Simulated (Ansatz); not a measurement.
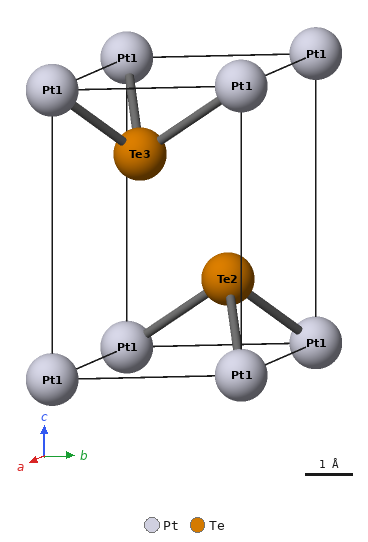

*The input geometry (ball-and-stick view of the cell of the calculation, seen slightly off an axis; atoms are numbered from 1 in the order of the input). An atom can appear more than once, as a periodic image.*

## Geometry relaxation of PtTe₂ (part 1 of 2)

System: PtTe₂ (3 atoms in the cell).
Method: DFT, PBE-D3(BJ), plane waves, PAW, no spin polarisation (Ansatz 0.2.0).

The structure was built on a prototype by a generator. Figures and captions count atoms from 1; the log counts them from 0 in places.

Input
```yaml
crystal:
  lattice:
    - [4.13854172, 0.0, 0.0]
    - [-2.06927086, 3.5840822641, 0.0]
    - [0.0, 0.0, 6.396293764]
  atoms:
    - { symbol: Pt, position: [0.0, 0.0, 0.0] }
    - { symbol: Te, position: [0.3333333333, 0.6666666667, 0.2629095761] }
    - { symbol: Te, position: [0.6666666667, 0.3333333333, 0.7370904239] }
kpoints:
  mp_grid: { grid: [6, 6, 4] }
hamiltonian:
  xc: pbe
  dispersion: d3bj
scf:
  occupations: { method: fermi_dirac, width: 0.02 }
relax:
  f_tol: 0.005
  cell: {}
output:
  write_density: true
  write_potential: true
  elf: true
  volumetric_format: npy
```

Run as:
```bash
ansatz run input.yaml --threads 2 --pin off --max-ram 2211MiB --backend cpu --events-out ev --progress --plain --runs-dir out
```

Log
```
Engine: ansatz 0.2.0, aarch64-unknown-linux-gnu
Pseudopotentials: kind: paw
Pseudopotential: Pt, paw, valence charge 18, recommended cutoff 420 eV (normal), Pt.paw.azcp
Pseudopotential: Te, paw, valence charge 16, recommended cutoff 420 eV (normal), Te.paw.azcp
Functional definition: PBE
  parameter kappa = 0.804
  parameter beta = 0.06672455060314922
  exchange = pbe_x(kappa = kappa, mu = beta*pi^2/3)
  correlation = pbe_c(beta = beta)
Crystal: 3 atoms, lattice volume = 94.875 Å³
Basis set: ecut = 420 eV, 1821 PW (Γ), exchange–correlation on 60×60×90 points (8 copies of the dense FFT grid, shifted against one another)
Bands: 30, of which v1, the nominal top of the filled ones, is band 25 counted from 1 (24 counted from 0)
Symmetry: 12 space group operations
Space group: P-3m1 (ITA 164), of the structure as read, at distance tolerance 4.6e-5 Å
k-points: 24 of 144
Non-local potential: Pt, projectors of the file, l = 0: 3, l = 1: 2, l = 2: 2, l = 3: 1
Non-local potential: Te, projectors of the file, l = 0: 2, l = 1: 2, l = 2: 2, l = 3: 2
PAW form: soft (Blöchl's): semilocal exchange-correlation on the pseudo side does not see the compensation charge
PAW one-centre angular grid: Pt, 590 points (default); XC on 64 Gauss nodes
PAW one-centre angular grid: Te, 590 points (default); XC on 64 Gauss nodes
Initial density: superposition of atomic densities (neutral atoms: chi_scale 0, normalization atom), corrected by the library's trained network
Initial wavefunctions: pseudopotential atomic-orbital guess
Functional: x = pbe(κ = 0.804, μ = 0.2195149727645171), c = pbe(β = 0.06672455060314922)
SCF iter   1: F=—  HF=-26484.437892 eV  |F-HF|=—  |Δ(HF+E_count)|=         —  Δρ=3.79e-3  dr2=1.78e-2  ethr=1.77e-3  ⟨swp⟩=6.9  Hψ=3157  notcnv=0
preconditioner: auto → LDOS  [metal: Δε(μ)=0.024 eV  Ē_g=7.529 eV  σ=0.020 eV  W_gap=0.27  n_scr=22 (ndim 8)  ℏωp=17.9 eV  f_vac=0.031  D(μ)=2.53/eV (n_scr^D=22)  β→1.0]
SCF iter   2: F=—  HF=-26484.435945 eV  |F-HF|=—  |Δ(HF+E_count)|=   1.95e-3  Δρ=9.08e-4  dr2=6.83e-4  ethr=3.56e-5  ⟨swp⟩=2.3  Hψ=1267  notcnv=0  defer=13
SCF iter   3: F=—  HF=-26484.436014 eV  |F-HF|=—  |Δ(HF+E_count)|=   6.96e-5  Δρ=3.50e-4  dr2=2.50e-4  ethr=1.37e-6  ⟨swp⟩=2.0  Hψ=1318  notcnv=0  defer=13
SCF iter   4: F=—  HF=-26484.435980 eV  |F-HF|=—  |Δ(HF+E_count)|=   3.39e-5  Δρ=1.88e-4  dr2=3.49e-5  ethr=4.99e-7  ⟨swp⟩=2.0  Hψ=1212  notcnv=0  defer=13
SCF iter   5: F=—  HF=-26484.435965 eV  |F-HF|=—  |Δ(HF+E_count)|=   1.53e-5  Δρ=4.77e-5  dr2=2.21e-6  ethr=6.99e-8  ⟨swp⟩=2.3  Hψ=1214  notcnv=0  defer=13
SCF iter   6: F=—  HF=-26484.435965 eV  |F-HF|=—  |Δ(HF+E_count)|=   2.34e-7  Δρ=9.33e-6  dr2=1.17e-7  ethr=4.42e-9  ⟨swp⟩=2.0  Hψ=1212  notcnv=0  defer=13
SCF iter   7: F=-26484.435965 eV  HF=-26484.435965 eV  |F-HF|=6.29e-10  |Δ(HF+E_count)|=  8.00e-11  Δρ=9.58e-7  dr2=6.18e-10  ethr=2.00e-10  ⟨swp⟩=8.3  Hψ=4305  notcnv=0
SCF 1 converged in 7 iterations: F = -26484.435965 eV  dr2 = 6.18e-10
  greatest PAW one-centre occupation: 1.000 electrons in one spin orbital (limit 2), on the Pt atom at site 0 (counted from 0), in its partial waves of l = 0
relax step   1: F+E_penalty+E_count = -26484.43596474 eV  Δ(F+E_penalty+E_count) = +0.000e0 eV  max|allowed force component| = 1.988e0 eV/Å  Δτ_max = 0.0000 Å  P = -12.848 GPa  Ω = 94.875 Å³  (7 SCF iters, dr2 threshold 1.00e-7 eV, accepted)
Crystal: 3 atoms, lattice volume = 85.177 Å³
Basis set: ecut = 420 eV, 1677 PW (Γ), exchange–correlation on 60×60×90 points (8 copies of the dense FFT grid, shifted against one another)
Initial density: handed on by an earlier stage of this run
Initial wavefunctions: those handed on with the density
iter 1 solved again at ethr=3.52e-4 eV; its pass at ethr=3.10e-3 eV (dr2=1.76e-1 eV) is discarded
SCF iter   1: F=—  HF=-26485.496721 eV  |F-HF|=—  |Δ(HF+E_count)|=         —  Δρ=1.35e-2  dr2=1.75e-1  ethr=3.52e-4  ⟨swp⟩=1.1  Hψ=4445  notcnv=0
preconditioner: auto → LDOS  [insulator: Δε(μ)=0.212 eV  Ē_g=8.525 eV  σ=0.020 eV  W_gap=0.53  n_scr=22 (ndim 8)  ℏωp=18.9 eV  f_vac=0.046  D(μ)=1.33/eV (n_scr^D=2)  ε∞_Penn≈5.9  β→1.0]
SCF iter   2: F=—  HF=-26485.481530 eV  |F-HF|=—  |Δ(HF+E_count)|=   1.52e-2  Δρ=6.53e-3  dr2=5.29e-2  ethr=3.51e-4  ⟨swp⟩=3.0  Hψ=1160  notcnv=0
SCF iter   3: F=—  HF=-26485.472338 eV  |F-HF|=—  |Δ(HF+E_count)|=   9.19e-3  Δρ=1.60e-3  dr2=2.95e-3  ethr=1.06e-4  ⟨swp⟩=2.8  Hψ=1236  notcnv=0  defer=13
SCF iter   4: F=—  HF=-26485.471846 eV  |F-HF|=—  |Δ(HF+E_count)|=   4.92e-4  Δρ=2.16e-4  dr2=3.21e-5  ethr=5.91e-6  ⟨swp⟩=2.7  Hψ=1253  notcnv=0  defer=13
SCF iter   5: F=—  HF=-26485.471843 eV  |F-HF|=—  |Δ(HF+E_count)|=   3.39e-6  Δρ=7.60e-5  dr2=6.75e-6  ethr=6.41e-8  ⟨swp⟩=2.0  Hψ=1214  notcnv=0  defer=13
SCF iter   6: F=-26485.471841 eV  HF=-26485.471841 eV  |F-HF|=3.70e-8  |Δ(HF+E_count)|=   1.34e-6  Δρ=1.86e-5  dr2=2.19e-7  ethr=6.00e-10  ⟨swp⟩=8.0  Hψ=5135  notcnv=0
SCF 2 converged in 6 iterations: F = -26485.471841 eV  dr2 = 2.19e-7
relax step   2: F+E_penalty+E_count = -26485.47184146 eV  Δ(F+E_penalty+E_count) = -1.036e0 eV  max|allowed force component| = 2.050e-1 eV/Å  Δτ_max = 0.1857 Å  P = -3.281 GPa  Ω = 85.177 Å³  energy of the carried Pulay correction = +1.805e-3 eV  (6 SCF iters, dr2 threshold 3.00e-7 eV, accepted)
Crystal: 3 atoms, lattice volume = 78.567 Å³
Basis set: ecut = 420 eV, 1555 PW (Γ), exchange–correlation on 60×60×90 points (8 copies of the dense FFT grid, shifted against one another)
iter 1 solved again at ethr=6.60e-5 eV; its pass at ethr=3.10e-3 eV (dr2=3.30e-2 eV) is discarded
SCF iter   1: F=—  HF=-26485.587183 eV  |F-HF|=—  |Δ(HF+E_count)|=         —  Δρ=5.37e-3  dr2=3.27e-2  ethr=6.60e-5  ⟨swp⟩=2.0  Hψ=4134  notcnv=0
preconditioner: auto → LDOS  [insulator: Δε(μ)=0.244 eV  Ē_g=8.820 eV  σ=0.020 eV  W_gap=0.53  n_scr=22 (ndim 8)  ℏωp=19.6 eV  f_vac=0.026  D(μ)=1.16/eV (n_scr^D=2)  ε∞_Penn≈6.0  β→1.0]
SCF iter   2: F=—  HF=-26485.583805 eV  |F-HF|=—  |Δ(HF+E_count)|=   3.38e-3  Δρ=2.42e-3  dr2=6.39e-3  ethr=6.54e-5  ⟨swp⟩=3.0  Hψ=1098  notcnv=0
SCF iter   3: F=—  HF=-26485.582776 eV  |F-HF|=—  |Δ(HF+E_count)|=   1.03e-3  Δρ=6.12e-4  dr2=4.34e-4  ethr=1.28e-5  ⟨swp⟩=2.2  Hψ=1086  notcnv=0
SCF iter   4: F=—  HF=-26485.582714 eV  |F-HF|=—  |Δ(HF+E_count)|=   6.14e-5  Δρ=1.38e-4  dr2=1.44e-5  ethr=8.68e-7  ⟨swp⟩=3.0  Hψ=1324  notcnv=0
SCF iter   5: F=—  HF=-26485.582707 eV  |F-HF|=—  |Δ(HF+E_count)|=   6.88e-6  Δρ=4.57e-5  dr2=2.92e-6  ethr=2.88e-8  ⟨swp⟩=2.0  Hψ=1225  notcnv=0
SCF iter   6: F=-26485.582707 eV  HF=-26485.582707 eV  |F-HF|=1.15e-7  |Δ(HF+E_count)|=   1.98e-7  Δρ=1.46e-5  dr2=1.01e-7  ethr=6.00e-10  ⟨swp⟩=7.9  Hψ=5257  notcnv=0
SCF 3 converged in 6 iterations: F = -26485.582707 eV  dr2 = 1.01e-7
relax step   3: F+E_penalty+E_count = -26485.58270717 eV  Δ(F+E_penalty+E_count) = -1.109e-1 eV  max|allowed force component| = 2.565e-1 eV/Å  Δτ_max = 0.0638 Å  P = +0.439 GPa  Ω = 78.567 Å³  energy of the carried Pulay correction = +3.152e-3 eV  (6 SCF iters, dr2 threshold 3.00e-7 eV, accepted)
Crystal: 3 atoms, lattice volume = 75.394 Å³
Basis set: ecut = 420 eV, 1471 PW (Γ), exchange–correlation on 60×60×90 points (8 copies of the dense FFT grid, shifted against one another)
iter 1 solved again at ethr=1.72e-5 eV; its pass at ethr=3.10e-3 eV (dr2=8.60e-3 eV) is discarded
SCF iter   1: F=—  HF=-26485.688668 eV  |F-HF|=—  |Δ(HF+E_count)|=         —  Δρ=4.15e-3  dr2=8.07e-3  ethr=1.72e-5  ⟨swp⟩=2.5  Hψ=4578  notcnv=0
preconditioner: auto → LDOS  [insulator: Δε(μ)=0.172 eV  Ē_g=8.890 eV  σ=0.020 eV  W_gap=0.56  n_scr=22 (ndim 8)  ℏωp=20.1 eV  f_vac=0.015  D(μ)=1.50/eV (n_scr^D=8)  ε∞_Penn≈6.1  β→1.0]
SCF iter   2: F=—  HF=-26485.688059 eV  |F-HF|=—  |Δ(HF+E_count)|=   6.09e-4  Δρ=9.01e-4  dr2=3.87e-4  ethr=1.61e-5  ⟨swp⟩=2.4  Hψ=1139  notcnv=0
SCF iter   3: F=—  HF=-26485.688003 eV  |F-HF|=—  |Δ(HF+E_count)|=   5.66e-5  Δρ=4.01e-4  dr2=1.23e-4  ethr=7.73e-7  ⟨swp⟩=2.0  Hψ=1298  notcnv=0
SCF iter   4: F=—  HF=-26485.687978 eV  |F-HF|=—  |Δ(HF+E_count)|=   2.48e-5  Δρ=1.07e-4  dr2=7.18e-6  ethr=2.46e-7  ⟨swp⟩=2.0  Hψ=1225  notcnv=0
SCF iter   5: F=—  HF=-26485.687976 eV  |F-HF|=—  |Δ(HF+E_count)|=   1.85e-6  Δρ=3.25e-5  dr2=6.25e-7  ethr=1.44e-8  ⟨swp⟩=2.0  Hψ=1222  notcnv=0
SCF iter   6: F=-26485.687976 eV  HF=-26485.687976 eV  |F-HF|=2.23e-8  |Δ(HF+E_count)|=   1.41e-7  Δρ=8.37e-6  dr2=6.48e-8  ethr=6.00e-10  ⟨swp⟩=9.0  Hψ=4809  notcnv=0
SCF 4 converged in 6 iterations: F = -26485.687976 eV  dr2 = 6.48e-8
relax step   4: F+E_penalty+E_count = -26485.68797607 eV  Δ(F+E_penalty+E_count) = -1.053e-1 eV  max|allowed force component| = 7.704e-2 eV/Å  Δτ_max = 0.0820 Å  P = -0.106 GPa  Ω = 75.394 Å³  energy of the carried Pulay correction = +3.836e-3 eV  (6 SCF iters, dr2 threshold 3.00e-7 eV, accepted)
Crystal: 3 atoms, lattice volume = 72.577 Å³
Basis set: ecut = 420 eV, 1409 PW (Γ), exchange–correlation on 60×60×90 points (8 copies of the dense FFT grid, shifted against one another)
iter 1 solved again at ethr=9.83e-6 eV; its pass at ethr=3.10e-3 eV (dr2=4.91e-3 eV) is discarded
SCF iter   1: F=—  HF=-26485.738316 eV  |F-HF|=—  |Δ(HF+E_count)|=         —  Δρ=3.44e-3  dr2=4.60e-3  ethr=9.83e-6  ⟨swp⟩=2.7  Hψ=4711  notcnv=0
preconditioner: auto → Resta (q_TF=auto, 2.564 Å⁻¹)  ε∞=6.2  [insulator: Δε(μ)=0.118 eV  Ē_g=8.999 eV  σ=0.020 eV  W_gap=0.81  n_scr=22 (ndim 8)  ℏωp=20.4 eV  f_vac=0.009  D(μ)=0.64/eV (n_scr^D=2)  ε∞_Penn≈6.2]
SCF iter   2: F=—  HF=-26485.738369 eV  |F-HF|=—  |Δ(HF+E_count)|=   5.31e-5  Δρ=1.99e-3  dr2=1.86e-3  ethr=9.21e-6  ⟨swp⟩=1.0  Hψ=721  notcnv=0
SCF iter   3: F=—  HF=-26485.738355 eV  |F-HF|=—  |Δ(HF+E_count)|=   1.41e-5  Δρ=1.96e-4  dr2=2.09e-5  ethr=3.72e-6  ⟨swp⟩=2.0  Hψ=1047  notcnv=0
SCF iter   4: F=—  HF=-26485.738365 eV  |F-HF|=—  |Δ(HF+E_count)|=   1.05e-5  Δρ=6.77e-5  dr2=3.12e-6  ethr=4.18e-8  ⟨swp⟩=2.2  Hψ=1190  notcnv=0
iter 5 did not close the SCF: its close was put off for the readings that it lacked (scf_convergence_deferred on its scf_iter line)
SCF iter   5: F=-26485.738368 eV  HF=-26485.738368 eV  |F-HF|=1.61e-7  |Δ(HF+E_count)|=   2.40e-6  Δρ=1.58e-5  dr2=2.29e-7  ethr=6.24e-9  ⟨swp⟩=2.0  Hψ=996  notcnv=0
SCF iter   6: F=-26485.738368 eV  HF=-26485.738368 eV  |F-HF|=2.61e-8  |Δ(HF+E_count)|=   2.05e-7  Δρ=4.39e-6  dr2=1.56e-8  ethr=4.58e-10  ⟨swp⟩=7.0  Hψ=4801  notcnv=0
SCF 5 converged in 6 iterations: F = -26485.738368 eV  dr2 = 1.56e-8
relax step   5: F+E_penalty+E_count = -26485.73836790 eV  Δ(F+E_penalty+E_count) = -5.039e-2 eV  max|allowed force component| = 3.403e-2 eV/Å  Δτ_max = 0.0525 Å  P = +0.580 GPa  Ω = 72.577 Å³  energy of the carried Pulay correction = +4.465e-3 eV  (6 SCF iters, dr2 threshold 3.00e-7 eV, accepted)
Crystal: 3 atoms, lattice volume = 72.801 Å³
iter 1 solved again at ethr=2.23e-7 eV; its pass at ethr=3.10e-3 eV (dr2=1.11e-4 eV) is discarded
SCF iter   1: F=—  HF=-26485.739224 eV  |F-HF|=—  |Δ(HF+E_count)|=         —  Δρ=3.59e-4  dr2=1.23e-4  ethr=2.23e-7  ⟨swp⟩=3.0  Hψ=3901  notcnv=0
preconditioner: auto → Resta (q_TF=auto, 2.563 Å⁻¹)  ε∞=6.2  [insulator: Δε(μ)=0.121 eV  Ē_g=8.986 eV  σ=0.020 eV  W_gap=0.82  n_scr=22 (ndim 8)  ℏωp=20.4 eV  f_vac=0.010  D(μ)=0.64/eV (n_scr^D=2)  ε∞_Penn≈6.2]
SCF iter   2: F=—  HF=-26485.739212 eV  |F-HF|=—  |Δ(HF+E_count)|=   1.22e-5  Δρ=1.84e-4  dr2=3.06e-5  ethr=2.23e-7  ⟨swp⟩=1.0  Hψ=720  notcnv=0
SCF iter   3: F=—  HF=-26485.739209 eV  |F-HF|=—  |Δ(HF+E_count)|=   2.87e-6  Δρ=3.04e-5  dr2=9.37e-7  ethr=6.11e-8  ⟨swp⟩=2.0  Hψ=848  notcnv=0
iter 4 did not close the SCF: its close was put off for the readings that it lacked (scf_convergence_deferred on its scf_iter line)
SCF iter   4: F=-26485.739209 eV  HF=-26485.739209 eV  |F-HF|=3.59e-8  |Δ(HF+E_count)|=   1.53e-7  Δρ=7.82e-6  dr2=6.12e-8  ethr=1.87e-9  ⟨swp⟩=2.0  Hψ=978  notcnv=0
iter 5 did not close the SCF: its close was put off for the readings that it lacked (scf_convergence_deferred on its scf_iter line)
SCF iter   5: F=-26485.739209 eV  HF=-26485.739209 eV  |F-HF|=1.08e-9  |Δ(HF+E_count)|=   4.36e-8  Δρ=2.50e-6  dr2=6.30e-9  ethr=1.22e-10  ⟨swp⟩=3.0  Hψ=1331  notcnv=0
SCF iter   6: F=-26485.739209 eV  HF=-26485.739209 eV  |F-HF|=4.95e-10  |Δ(HF+E_count)|=   3.20e-9  Δρ=8.01e-7  dr2=6.00e-10  ethr=1.26e-11  ⟨swp⟩=5.9  Hψ=4226  notcnv=0
SCF 6 converged in 6 iterations: F = -26485.739209 eV  dr2 = 6.00e-10
relax step   6: F+E_penalty+E_count = -26485.73920888 eV  Δ(F+E_penalty+E_count) = -8.410e-4 eV  max|allowed force component| = 2.497e-3 eV/Å  Δτ_max = 0.0007 Å  P = +0.146 GPa  Ω = 72.801 Å³  energy of the carried Pulay correction = +4.414e-3 eV  (6 SCF iters, dr2 threshold 3.00e-7 eV, accepted)
Crystal: 3 atoms, lattice volume = 72.907 Å³
iter 1 solved again at ethr=2.57e-8 eV; its pass at ethr=3.10e-3 eV (dr2=1.28e-5 eV) is discarded
SCF iter   1: F=—  HF=-26485.739250 eV  |F-HF|=—  |Δ(HF+E_count)|=         —  Δρ=1.39e-4  dr2=1.58e-5  ethr=2.57e-8  ⟨swp⟩=3.0  Hψ=3860  notcnv=0
preconditioner: auto → Resta (q_TF=auto, 2.562 Å⁻¹)  ε∞=6.2  [insulator: Δε(μ)=0.128 eV  Ē_g=8.977 eV  σ=0.020 eV  W_gap=0.82  n_scr=22 (ndim 8)  ℏωp=20.4 eV  f_vac=0.010  D(μ)=0.63/eV (n_scr^D=2)  ε∞_Penn≈6.2]
SCF iter   2: F=—  HF=-26485.739249 eV  |F-HF|=—  |Δ(HF+E_count)|=   6.62e-7  Δρ=7.15e-5  dr2=4.12e-6  ethr=2.57e-8  ⟨swp⟩=1.0  Hψ=720  notcnv=0
SCF iter   3: F=—  HF=-26485.739249 eV  |F-HF|=—  |Δ(HF+E_count)|=   3.33e-7  Δρ=1.08e-5  dr2=1.03e-7  ethr=8.24e-9  ⟨swp⟩=2.0  Hψ=850  notcnv=0
iter 4 did not close the SCF: its close was put off for the readings that it lacked (scf_convergence_deferred on its scf_iter line)
SCF iter   4: F=-26485.739249 eV  HF=-26485.739249 eV  |F-HF|=3.73e-9  |Δ(HF+E_count)|=   3.13e-8  Δρ=2.90e-6  dr2=8.20e-9  ethr=2.05e-10  ⟨swp⟩=2.0  Hψ=979  notcnv=0
iter 5 did not close the SCF: its close was put off for the readings that it lacked (scf_convergence_deferred on its scf_iter line)
SCF iter   5: F=-26485.739249 eV  HF=-26485.739249 eV  |F-HF|=5.82e-11  |Δ(HF+E_count)|=   5.42e-9  Δρ=1.03e-6  dr2=1.15e-9  ethr=1.64e-11  ⟨swp⟩=3.0  Hψ=1331  notcnv=0
SCF iter   6: F=-26485.739249 eV  HF=-26485.739249 eV  |F-HF|=1.46e-11  |Δ(HF+E_count)|=  3.82e-10  Δρ=3.23e-7  dr2=1.24e-10  ethr=2.31e-12  ⟨swp⟩=5.0  Hψ=4037  notcnv=0
SCF 7 converged in 6 iterations: F = -26485.739249 eV  dr2 = 1.24e-10
relax step   7: F+E_penalty+E_count = -26485.73924857 eV  Δ(F+E_penalty+E_count) = -3.969e-5 eV  max|allowed force component| = 1.835e-3 eV/Å  Δτ_max = 0.0011 Å  P = -0.002 GPa  Ω = 72.907 Å³  energy of the carried Pulay correction = +4.390e-3 eV  (6 SCF iters, dr2 threshold 8.62e-8 eV, accepted)
Basis set: ecut = 420 eV, 1409 PW (Γ), exchange–correlation on 60×60×72 points (8 copies of the dense FFT grid, shifted against one another)
Initial wavefunctions: pseudopotential atomic-orbital guess (no wavefunctions were taken with the density)
iter 1 solved again at ethr=1.16e-7 eV; its pass at ethr=3.10e-3 eV (dr2=5.79e-5 eV) is discarded
SCF iter   1: F=—  HF=-26485.735904 eV  |F-HF|=—  |Δ(HF+E_count)|=         —  Δρ=3.33e-4  dr2=1.13e-5  ethr=1.16e-7  ⟨swp⟩=4.0  Hψ=5019  notcnv=0
preconditioner: auto → Resta (q_TF=auto, 2.562 Å⁻¹)  ε∞=6.2  [insulator: Δε(μ)=0.129 eV  Ē_g=8.976 eV  σ=0.020 eV  W_gap=0.82  n_scr=22 (ndim 8)  ℏωp=20.4 eV  f_vac=0.009  D(μ)=0.63/eV (n_scr^D=2)  ε∞_Penn≈6.2]
SCF iter   2: F=—  HF=-26485.735930 eV  |F-HF|=—  |Δ(HF+E_count)|=   2.66e-5  Δρ=1.70e-4  dr2=2.72e-6  ethr=2.25e-8  ⟨swp⟩=2.5  Hψ=1255  notcnv=0
SCF iter   3: F=—  HF=-26485.735926 eV  |F-HF|=—  |Δ(HF+E_count)|=   4.19e-6  Δρ=1.96e-5  dr2=4.51e-8  ethr=5.45e-9  ⟨swp⟩=2.0  Hψ=1310  notcnv=0
SCF iter   4: F=—  HF=-26485.735926 eV  |F-HF|=—  |Δ(HF+E_count)|=   8.45e-8  Δρ=1.95e-6  dr2=1.47e-9  ethr=9.01e-11  ⟨swp⟩=2.0  Hψ=1320  notcnv=0
SCF iter   5: F=—  HF=-26485.735926 eV  |F-HF|=—  |Δ(HF+E_count)|=  7.28e-12  Δρ=4.31e-7  dr2=6.68e-11  ethr=2.94e-12  ⟨swp⟩=2.8  Hψ=1289  notcnv=0
SCF iter   6: F=-26485.735926 eV  HF=-26485.735926 eV  |F-HF|=3.64e-12  |Δ(HF+E_count)|=  1.82e-11  Δρ=6.02e-8  dr2=3.20e-12  ethr=1.00e-12  ⟨swp⟩=6.8  Hψ=3439  notcnv=0
SCF 8 converged in 6 iterations: F = -26485.735926 eV  dr2 = 3.20e-12
relax step   8: F+E_penalty+E_count = -26485.73592630 eV  Δ(F+E_penalty+E_count) = +3.322e-3 eV  max|allowed force component| = 1.860e-3 eV/Å  Δτ_max = 0.0000 Å  P = -0.007 GPa  Ω = 72.907 Å³  stress off target by 1.55e-2 GPa  SCF on the basis re-selected at this cell (its energy is not comparable with the rows above)  (6 SCF iters)
```

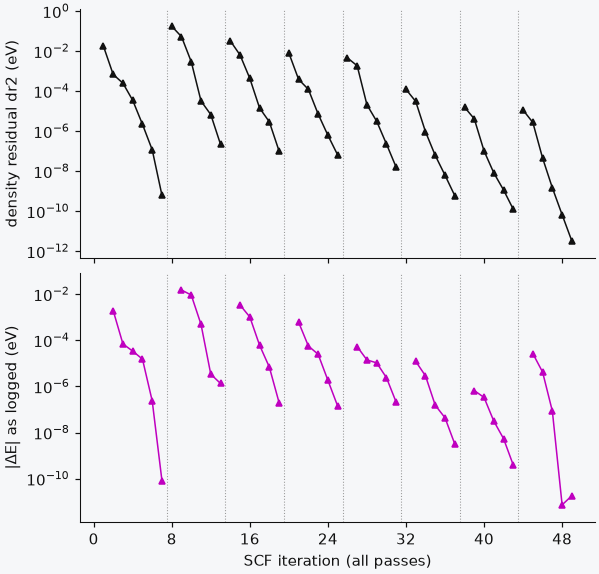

*Convergence of the self-consistent field: density residual dr2 and size of the energy change against the SCF iteration. The dotted lines part the SCF passes of the relaxation: geometry steps, rejected trials and re-solves on a re-selected basis.*

The 8 passes take 6 to 7 iterations each, 49 in all.
